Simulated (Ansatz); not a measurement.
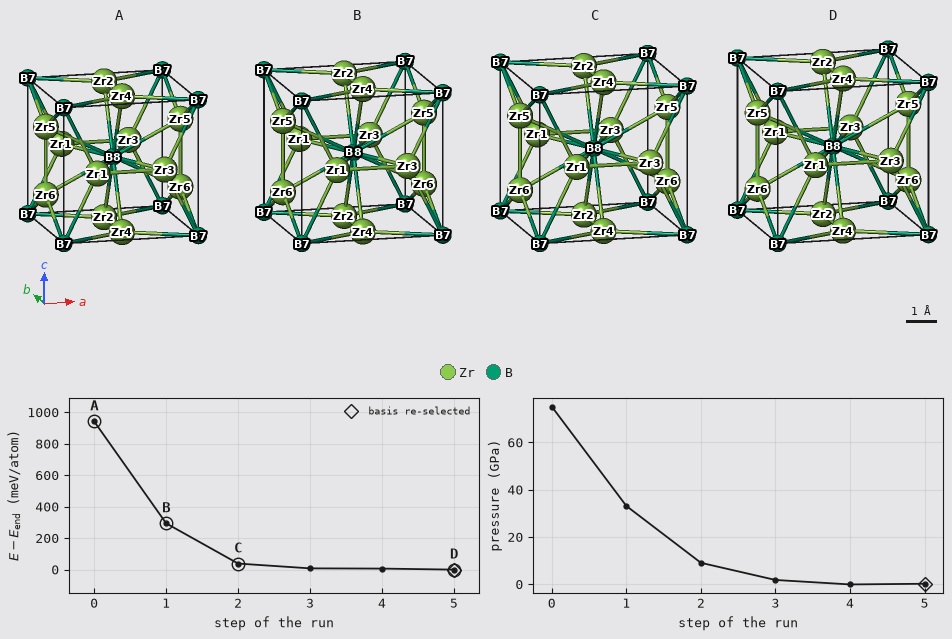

Frames of a relaxation of crystalline Zr₃B (a generated structure, set up in Pm-3n) (coarse preliminary run), marked on the history of the run. Style: ball-and-stick. Shown: the cell of the calculation, slightly off an axis.

Method: DFT PBE, scalar-relativistic, plane waves, PAW (Ansatz 0.2.0).

The input:
```yaml
crystal:
  lattice:
    - [4.70411278, 0.0, 0.0]
    - [0.0, 4.70411278, 0.0]
    - [0.0, 0.0, 4.70411278]
  atoms:
    - { symbol: Zr, position: [0.25, 0.0, 0.5] }
    - { symbol: Zr, position: [0.5, 0.75, 0.0] }
    - { symbol: Zr, position: [0.75, 0.0, 0.5] }
    - { symbol: Zr, position: [0.5, 0.25, 0.0] }
    - { symbol: Zr, position: [0.0, 0.5, 0.75] }
    - { symbol: Zr, position: [0.0, 0.5, 0.25] }
    - { symbol: B, position: [0.0, 0.0, 0.0] }
    - { symbol: B, position: [0.5, 0.5, 0.5] }
basis:
  ecutwfc: 420
kpoints:
  mp_grid: { grid: [4, 4, 4] }
hamiltonian:
  xc: pbe
scf:
  occupations: { method: gaussian, width: 0.1 }
  lower_state_search: "off"
output:
  forces: true
  stress: true
  eigenvalues: true
relax:
  adjacent_minimum: "off"
  f_tol: 0.04
  max_steps: 70
  cell: { stress_tol: 0.4 }
```

Launched with:
```bash
ansatz run input.yaml --threads 1 --pin off --max-ram 2560MiB --backend cpu --events-out ev --progress --plain --runs-dir out
```

Q: Describe the path.

A: Over 4 accepted moves (5 points after the start) the energy falls by 942 meV per atom. All forces vanish by symmetry, so only the cell relaxes. The pressure goes from 75.17 to 0.24 GPa. At 1 point the geometry stayed and the basis and grid were re-selected for the new cell (energy shift of 6.6 meV per atom at most each time). The atoms keep their places relative to the cell (all moves are under 0.005 Å). The drawn cell changes as follows: a = b = c 4.704 → 5.269 Å (+12.0 %); the volume changes by +40.5 %. Among the contacts that change: Zr1–Zr2 2.881 → 3.227 Å, Zr1–B7 2.630 → 2.945 Å, Zr1–Zr3 2.352 → 2.634 Å. The space group stays Pm-3n (No. 223). From step 0 to 1: volume +15.3 %, energy −648 meV per atom. From step 1 to 2: volume +13.7 %, energy −256 meV per atom. From step 2 to 5: volume +7.1 %, energy −38.6 meV per atom.

| step | E − E(0), meV/atom | pressure, GPa | volume, Å³/atom | note |
| --- | --- | --- | --- | --- |
| 0 | 0.00 | 75.17 | 13.012 |  |
| 1 | -647.83 | 33.15 | 15.009 |  |
| 2 | -903.56 | 9.10 | 17.068 |  |
| 3 | -934.13 | 1.84 | 18.002 |  |
| 4 | -935.56 | -0.05 | 18.284 |  |
| 5 | -942.14 | 0.24 | 18.284 | same geometry, new basis |
